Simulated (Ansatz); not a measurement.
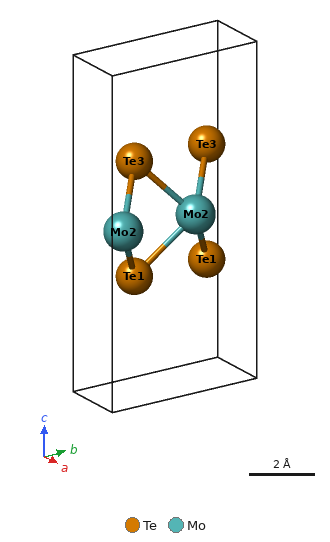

The input geometry of run 1 (ball-and-stick view of the 1 × 2 repeat of the cell, with the vacuum cut short, seen slightly off an axis; atoms are numbered from 1 in the order of the input).

**MoTe2: one change and its effect**

System: MoTe2 (slab, 3 atoms in the cell).
Method of run 1: DFT PBE+D3(BJ), scalar-relativistic, plane waves, PAW, PAW set soft_1, no spin polarisation (Ansatz 0.2.0).

The structure derives from an entry of the Crystallography Open Database. Text and figures count atoms from 1; the logs count them from 0 in places.

## The input, run 1
```yaml
crystal:
  lattice:
    - [3.5038817003, 0.0, 0.0]
    - [-1.7519408501, 3.0344505643, 0.0]
    - [0.0, 0.0, 24.767719909]
  atoms:
    - { symbol: Te, position: [0.3333333333, 0.6666666667, 0.1816881011] }
    - { symbol: Mo, position: [0.6666666667, 0.3333333333, 0.2550468917] }
    - { symbol: Te, position: [0.3333333333, 0.6666666667, 0.3284056823] }
basis:
  ecutwfc: 420
kpoints:
  mp_grid: { grid: [9, 9, 1] }
hamiltonian:
  xc: pbe
  pseudopotentials: { kind: paw, azcp: { folder: soft_1 } }
  dispersion: d3bj
scf:
  occupations: { method: gaussian, width: 0.05 }
output:
  forces: true
  eigenvalues: true
efield:
  axis: 3
  dipole_correction: true
  ramp_width: 0.04
```

Command:
```bash
ansatz run input.yaml --threads 1 --pin off --max-ram 3072MiB --backend cpu --events-out ev --progress --plain --runs-dir out
```

Hardware: 1 thread of Intel Xeon (Granite Rapids), 32 GiB of memory available, shared host.

## Output, shortened to warnings, some set-up lines, iterations and results (run 1)
```
Basis set: ecut = 420 eV, 5141 PW (Γ), exchange–correlation on 48×48×360 points (8 copies of the dense FFT grid, shifted against one another)
Symmetry: 6 space group operations
k-points: 12 of 81 (time reversal used)
Initial density: superposition of atomic densities (neutral atoms: chi_scale 0, normalization atom)
[...]
SCF iter   1: F=—  HF=-18918.787464 eV  |F-HF|=—  |Δ(HF+E_count)|=         —  Δρ=2.60e-2  dr2=2.43e0  ethr=3.10e-3  p=-0.000 e·Å  D=-1.30e-8 V/Å  ΔV_dip=0.00 eV  …
SCF iter   2: F=—  HF=-18918.653026 eV  |F-HF|=—  |Δ(HF+E_count)|=   1.34e-1  Δρ=2.42e-2  dr2=4.33e0  ethr=3.10e-3  p=-0.000 e·Å  D=-1.32e-4 V/Å  ΔV_dip=0.00 eV  …
SCF iter   3: F=—  HF=-18918.495598 eV  |F-HF|=—  |Δ(HF+E_count)|=   1.57e-1  Δρ=1.82e-2  dr2=3.07e0  ethr=3.10e-3  p=0.000 e·Å  D=2.15e-4 V/Å  ΔV_dip=-0.01 eV  …
SCF iter   4: F=—  HF=-18918.200991 eV  |F-HF|=—  |Δ(HF+E_count)|=   2.95e-1  Δρ=8.99e-3  dr2=5.46e-1  ethr=3.10e-3  p=-0.000 e·Å  D=-7.42e-5 V/Å  ΔV_dip=0.00 eV  …
SCF iter   5: F=—  HF=-18918.143525 eV  |F-HF|=—  |Δ(HF+E_count)|=   5.75e-2  Δρ=1.38e-3  dr2=1.01e-2  ethr=1.19e-3  p=0.003 e·Å  D=2.06e-3 V/Å  ΔV_dip=-0.05 eV  …
SCF iter   6: F=—  HF=-18918.148963 eV  |F-HF|=—  |Δ(HF+E_count)|=   5.44e-3  Δρ=1.21e-3  dr2=6.50e-2  ethr=2.19e-5  p=-0.017 e·Å  D=-1.19e-2 V/Å  ΔV_dip=0.30 eV  …
SCF iter   7: F=—  HF=-18918.142829 eV  |F-HF|=—  |Δ(HF+E_count)|=   6.13e-3  Δρ=2.14e-4  dr2=6.59e-4  ethr=2.19e-5  p=-0.002 e·Å  D=-1.20e-3 V/Å  ΔV_dip=0.03 eV  …
SCF iter   8: F=—  HF=-18918.142780 eV  |F-HF|=—  |Δ(HF+E_count)|=   4.93e-5  Δρ=6.19e-5  dr2=2.90e-5  ethr=1.43e-6  p=-0.000 e·Å  D=-1.27e-4 V/Å  ΔV_dip=0.00 eV  …
SCF iter   9: F=—  HF=-18918.142799 eV  |F-HF|=—  |Δ(HF+E_count)|=   1.87e-5  Δρ=1.31e-5  dr2=1.01e-6  ethr=6.29e-8  p=-0.000 e·Å  D=-6.95e-5 V/Å  ΔV_dip=0.00 eV  …
SCF iter  10: F=-18918.142799 eV  HF=-18918.142799 eV  |F-HF|=6.63e-8  |Δ(HF+E_count)|=   1.19e-7  Δρ=4.37e-6  dr2=8.58e-8  ethr=2.17e-10  p=0.000 e·Å  D=1.76e-5 V/Å  …
SCF 1 converged in 10 iterations: F = -18918.142799 eV  dr2 = 8.58e-8
SCF converged after 10 iterations
Free energy (F): -18918.142799 eV
Harris-Foulkes:  -18918.142799 eV  (|F-HF|=6.63e-8)
Internal energy: -18918.142799 eV  (E = F + TS)
E sigma→0 (E₀):  -18918.142799 eV
Fermi energy:    0.646799 eV
Dipole field:    D = -0.000036 V/Å  (p = -0.000053 e·Å, saw-weighted, corrected)
Work function:   Φ+ = 4.2305 eV   Φ− = 4.2296 eV
Levels:          The Fermi level and band energies are counted from a zero that moves with the ramp; work functions are not
--- Per-component energies (eV) ---
  E_band       = -1135.391487
  E_kinetic    = 767.818564
  E_local      = -48660.603885  (includes V_loc(G=0)·N_el)
  E_nonlocal   = 282.606285
  E_hartree    = 23926.428242
  E_xc         = -420.928532
  E_vxc        = -423.344498  (∫ρ·V_xc dr)
  E_paw        = -12556.337182  (= ΣΔE_a)
  E_vpaw       = -954.720947  (= ΣTr[D̂ρ^β])
  E_aug_tail   = 0.000233  (compensation charges beyond the density's cutoff)
  E_efield     = 0.000000  (sawtooth field / dipole correction)
  E_vefield    = 0.000000  (∫n·V_field dr)
  E_ewald      = 17744.076138
  E_disp       = -1.202662  (pairwise vdW)
  E_smearing   = -0.000000  (= −TS)
  E_closure    = -0.000000  (closes the sum)
  Σ components = -18918.142799   (vs F -18918.142799, Δ=0.00e0)
--- Forces (eV/Å), atoms counted from 1 ---
  atom   1  Te     0.00000000     0.00000000    -0.00022751
  atom   2  Mo    -0.00000000    -0.00000000    -0.00002017
  atom   3  Te     0.00000000     0.00000000     0.00027356
  max |Σ_I F_I| component: 2.59e-5 eV/Å
```

For run 2 the input was changed thus:
```diff
+  mixing: { algorithm: anderson, beta: 0.005, ndim: 1 }
+  max_iter: 50
```

What does this change do to the results?

Both reach the same energy, so the change doesn't alter the result. The SCF takes 38 iterations against 10. On the same kind of shared host run 2 took about 4.7 times as long.

## Output, shortened to warnings, some set-up lines, iterations and results (run 2)
```
Basis set: ecut = 420 eV, 5141 PW (Γ), exchange–correlation on 48×48×360 points (8 copies of the dense FFT grid, shifted against one another)
Symmetry: 6 space group operations
k-points: 12 of 81 (time reversal used)
Initial density: superposition of atomic densities (neutral atoms: chi_scale 0, normalization atom)
[...]
SCF iter   1: F=—  HF=-18918.787464 eV  |F-HF|=—  |Δ(HF+E_count)|=         —  Δρ=2.60e-2  dr2=2.43e0  ethr=3.10e-3  p=-0.000 e·Å  D=-1.30e-8 V/Å  ΔV_dip=0.00 eV  …
SCF iter   2: F=—  HF=-18918.773583 eV  |F-HF|=—  |Δ(HF+E_count)|=   1.39e-2  Δρ=2.58e-2  dr2=2.39e0  ethr=3.10e-3  p=-0.000 e·Å  D=-5.43e-7 V/Å  ΔV_dip=0.00 eV  …
SCF iter   3: F=—  HF=-18918.761140 eV  |F-HF|=—  |Δ(HF+E_count)|=   1.24e-2  Δρ=2.55e-2  dr2=2.34e0  ethr=3.10e-3  p=-0.000 e·Å  D=-4.90e-7 V/Å  ΔV_dip=0.00 eV  …
SCF iter   4: F=—  HF=-18918.749301 eV  |F-HF|=—  |Δ(HF+E_count)|=   1.18e-2  Δρ=2.53e-2  dr2=2.29e0  ethr=3.10e-3  p=-0.000 e·Å  D=-4.52e-7 V/Å  ΔV_dip=0.00 eV  …
SCF iter   5: F=—  HF=-18918.738052 eV  |F-HF|=—  |Δ(HF+E_count)|=   1.12e-2  Δρ=2.50e-2  dr2=2.24e0  ethr=3.10e-3  p=-0.000 e·Å  D=-4.32e-7 V/Å  ΔV_dip=0.00 eV  …
[... 29 lines ...]
SCF iter  35: F=—  HF=-18918.142812 eV  |F-HF|=—  |Δ(HF+E_count)|=   5.91e-4  Δρ=6.76e-5  dr2=5.56e-5  ethr=2.17e-6  p=-0.000 e·Å  D=-8.72e-6 V/Å  ΔV_dip=0.00 eV  …
SCF iter  36: F=—  HF=-18918.142800 eV  |F-HF|=—  |Δ(HF+E_count)|=   1.19e-5  Δρ=2.78e-5  dr2=3.06e-6  ethr=1.21e-7  p=0.000 e·Å  D=2.48e-5 V/Å  ΔV_dip=-0.00 eV  …
SCF iter  37: F=-18918.142799 eV  HF=-18918.142799 eV  |F-HF|=6.15e-8  |Δ(HF+E_count)|=   8.17e-7  Δρ=3.83e-6  dr2=7.22e-8  ethr=2.17e-10  p=-0.000 e·Å  D=-9.44e-7 V/Å  …
SCF iter  38: F=-18918.142799 eV  HF=-18918.142799 eV  |F-HF|=6.16e-8  |Δ(HF+E_count)|=  7.28e-12  Δρ=3.83e-6  dr2=7.24e-8  ethr=1.57e-10  p=-0.000 e·Å  D=-9.11e-7 V/Å  …
SCF 1 converged in 38 iterations: F = -18918.142799 eV  dr2 = 7.24e-8
SCF converged after 38 iterations
Free energy (F): -18918.142799 eV
Harris-Foulkes:  -18918.142799 eV  (|F-HF|=6.16e-8)
Internal energy: -18918.142799 eV  (E = F + TS)
E sigma→0 (E₀):  -18918.142799 eV
Fermi energy:    0.646682 eV
Dipole field:    D = 0.000012 V/Å  (p = 0.000018 e·Å, saw-weighted, corrected)
Work function:   Φ+ = 4.2299 eV   Φ− = 4.2302 eV
Levels:          The Fermi level and band energies are counted from a zero that moves with the ramp; work functions are not
--- Per-component energies (eV) ---
  E_band       = -1135.396035
  E_kinetic    = 767.817602
  E_local      = -48660.615671  (includes V_loc(G=0)·N_el)
  E_nonlocal   = 282.604905
  E_hartree    = 23926.441686
  E_xc         = -420.928642
  E_vxc        = -423.344646  (∫ρ·V_xc dr)
  E_paw        = -12556.336388  (= ΣΔE_a)
  E_vpaw       = -954.720697  (= ΣTr[D̂ρ^β])
  E_aug_tail   = 0.000233  (compensation charges beyond the density's cutoff)
  E_efield     = 0.000000  (sawtooth field / dipole correction)
  E_vefield    = 0.000000  (∫n·V_field dr)
  E_ewald      = 17744.076138
  E_disp       = -1.202662  (pairwise vdW)
  E_smearing   = -0.000000  (= −TS)
  E_closure    = -0.000000  (closes the sum)
  Σ components = -18918.142799   (vs F -18918.142799, Δ=0.00e0)
--- Forces (eV/Å), atoms counted from 1 ---
  atom   1  Te     0.00000000     0.00000000    -0.00032177
  atom   2  Mo     0.00000000    -0.00000000    -0.00001534
  atom   3  Te     0.00000000     0.00000000     0.00032831
  max |Σ_I F_I| component: 8.80e-6 eV/Å
```

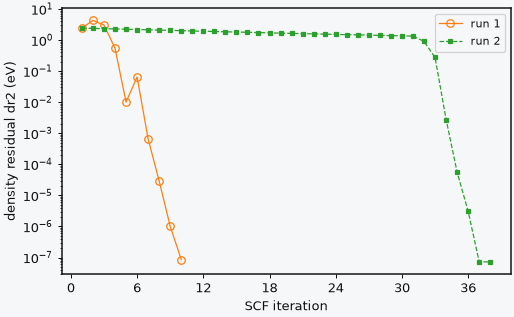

Convergence of the two runs: density residual dr2 against the SCF iteration. Run 1 takes 10 iterations in all, and run 2 takes 38.

## The two runs side by side

| quantity | run 1 | run 2 |
| --- | --- | --- |
| outcome | converged | converged |
| free energy per atom (eV) | −6306.0476 | −6306.0476 |
| gap on the mesh (eV) | 1.19 | 1.19 |
| work function (eV) | 4.23 | – |
| largest force (eV/Å) | 0.000 | 0.000 |
| SCF iterations | 10 | 38 |
| irreducible k-points | 12 | 12 |
| plane waves at Γ | 5141 | 5141 |
| wall time (shared host) | 5 s | 23 s |

For run 2: The input was spoiled on purpose: mixing far too weak (`scf.mixing`). It did no harm here: the run converged to the energy of the sound run within 1 meV per atom.
